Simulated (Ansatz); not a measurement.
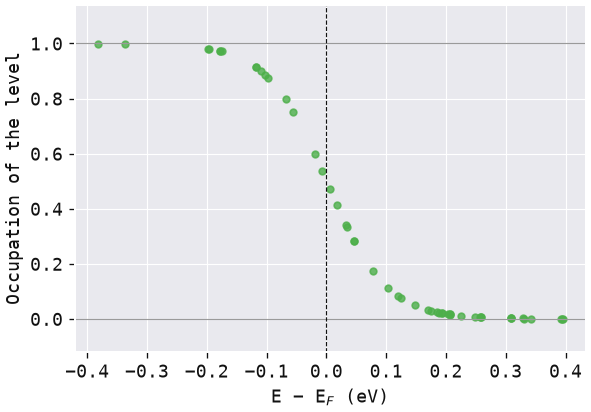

Occupations of the one-electron levels of the k mesh against their energy, from a run on Sr, space group Im-3m, 1 atom in the cell, with Ansatz.

### Name the smearing function and its width.

Fermi-Dirac smearing with a width of 0.05 eV. The occupations stay between 0 and 1 and have long exponential tails; the slope at the Fermi level is 1/(4 × width).
